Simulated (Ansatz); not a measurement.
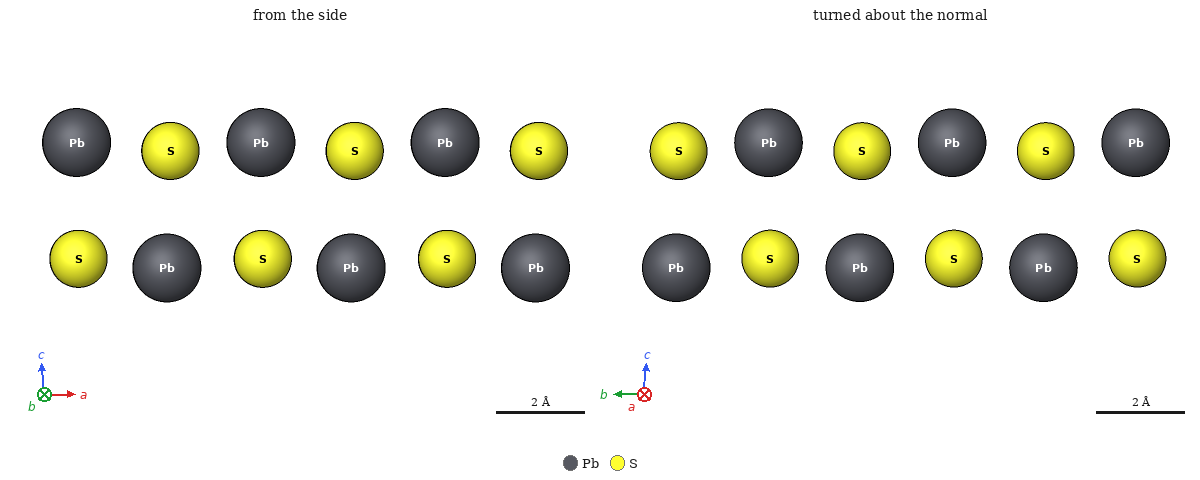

A spheres-only picture of a periodic sheet, seen from the side and turned about the normal. The surface normal points up in side views; the vacuum is left out. 3×3 cells are drawn in the plane, with atoms at the edges repeated.

The cell holds 2 Pb, 2 S.

Question: Which species face the vacuum on either side?

Answer: The top face ends in Pb and S, the bottom face in Pb and S. The two faces are alike.

Question: What height do the atoms span?

Answer: About 2.9 Å from the lowest to the highest atom.

Question: Name the atomic layers in order from the top face down.

Answer: Two planes: PbS / PbS.

The structure comes from a structure listed in the Materials Project. The cell was then strained or its atoms displaced on purpose. It was run through Ansatz as a DFT input.
